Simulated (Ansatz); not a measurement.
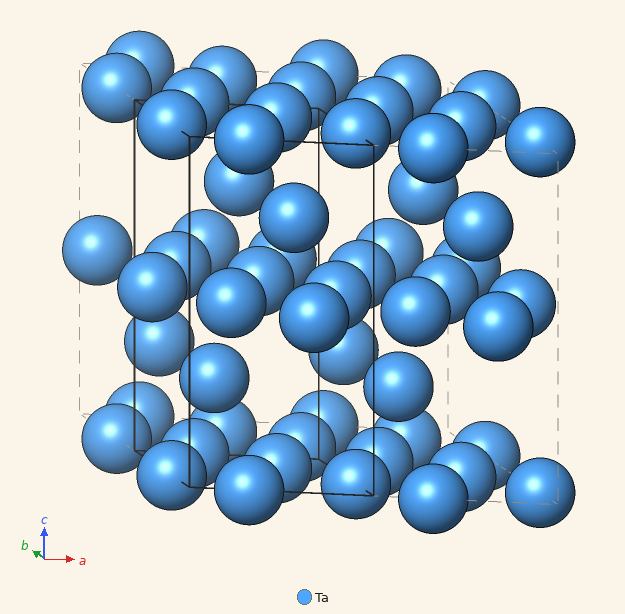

This spheres-only model is shown slightly off an axis. The drawing covers 2×2×1 cells, and the solid lines enclose one conventional unit cell.

Ta, space group P6_322 (No. 182), a = 4.61 Å, b = 4.61 Å, c = 8.74 Å, α = 90.00°, β = 90.00°, γ = 120.00°.

The calculation used Ansatz 0.2.0, DFT r2SCAN, scalar-relativistic, plane waves, PAW, with plane waves up to 500 eV, a 12×12×6 mesh of k-points, Gaussian smearing of 0.15 eV, no spin polarisation.

### Does it come out as a metal, or with a gap?

A metal: bands cross the Fermi level.

### Would the cell expand or shrink if it could?

The computed pressure is 24.5 GPa (compressed: it would expand). The stress isn't hydrostatic: its largest component is 30.1 GPa.

Origin of the cell: a structure listed in the Materials Project. The cell was then strained or its atoms displaced on purpose. A calculation with Ansatz used it as input.

At this level of theory the run's own cell isn't at rest (compressed, at 25 GPa), so its distances can differ from those at equilibrium, the more so the softer the solid.
